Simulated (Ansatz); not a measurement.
# Si$_{32}$C (cell with a defect): what the fields show

```xyz
33
Lattice="-5.7769 3.3353 6.3650 5.7769 -3.3353 6.3650 3.8513 6.6706 -6.3650" Properties=species:S:1:pos:R:3 pbc="T T T"
Si    0.0675    2.2467    0.2627
Si    0.0331    2.2205    6.7496
Si    3.8913    2.2120    0.3482
Si    3.8778    2.1882    6.7133
Si    1.9418    5.5287    0.3825
Si    1.9361    5.4825    6.6261
Si   -0.0781    8.9351    0.4881
Si    5.8148    5.5325    0.3433
Si    2.1120    1.0830    3.5575
Si    1.9302    1.1632    9.9110
Si    5.9858    1.2711    3.4985
Si   -0.0394    4.1778    3.4983
Si    3.8063    4.4104    3.5458
Si    3.9650    4.2942   -2.8083
Si    1.9853    7.7429    3.5517
Si   -2.3027    1.3336    3.8871
Si    0.1578    1.9193    2.5923
Si    0.0482    2.3127    9.1275
Si    3.9910    2.2199    2.7207
Si   -1.8570    5.4334    2.7208
Si    1.8688    5.4648    2.7612
Si    2.2606    5.5642   -3.7744
Si    5.8285    5.5248   -3.5289
Si    5.5944    5.6602    2.7040
Si    1.9461    1.0911    5.9208
Si    1.9714    1.0975   -0.4510
Si    0.0405    4.4703   -0.5021
Si   -0.0032    4.3949    5.8623
Si    3.8832    4.4079    5.9136
Si    3.8753    4.4336   -0.4449
Si    7.7584    4.4109   -0.4283
Si    1.8461    7.8275   -0.1969
C     2.8256    7.2554   -3.4082
```

Method: DFT PBE, scalar-relativistic, plane waves, PAW in Ansatz.

The density is the valence pseudo-density of a PAW calculation; it isn't the true density close to the nuclei.

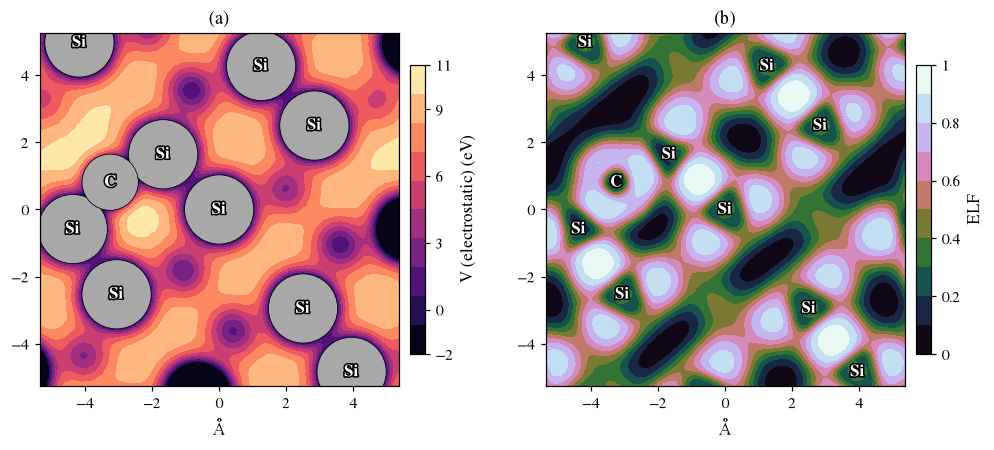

Figure 1. (a) electrostatic potential energy of an electron; (b) electron localisation function on the (11̄0) plane of the calculation cell. Grey discs cover the atomic cores in the potential map.

Read the bonding off the picture.

Answer. The plane passes through Si and C nuclei.
Si–C (1.82 Å): the ELF peaks at about 0.90 between the atoms, as expected for a shared electron pair.
Si–Si (2.35 Å): the ELF peaks at about 0.95 between the atoms; a covalent bond.
Outside the cores the potential energy rises away from the atoms and is highest about 1.5 Å from the nearest atoms; its zero is arbitrary.

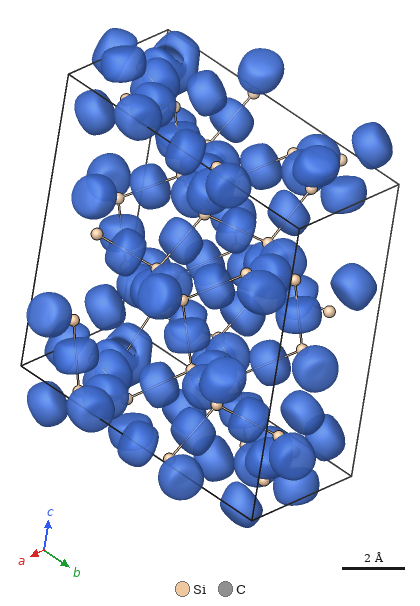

Figure 2. Isosurface of the ELF at 0.75 (blue), seen slightly off an axis. Only the valence region is drawn (cores and ρ < 0.01 e/Å³ removed). Sticks mark near contacts.

Identify the bonds, lone pairs and shells in this picture.

Answer. The ELF exceeds this value in 62 regions between bonded Si–Si atoms (shared pairs) and one region on C in which the atom's valence shell and bonds are merged, counted in one cell of 33 atoms. Any copies at cell faces, edges or corners count once.


Si–C (1.75 Å): the ELF peaks at about 0.90 between the atoms, as expected for a covalent bond. Si–Si (2.31 Å): the ELF peaks at about 0.95 between the atoms, as expected for localised, covalent bonding.
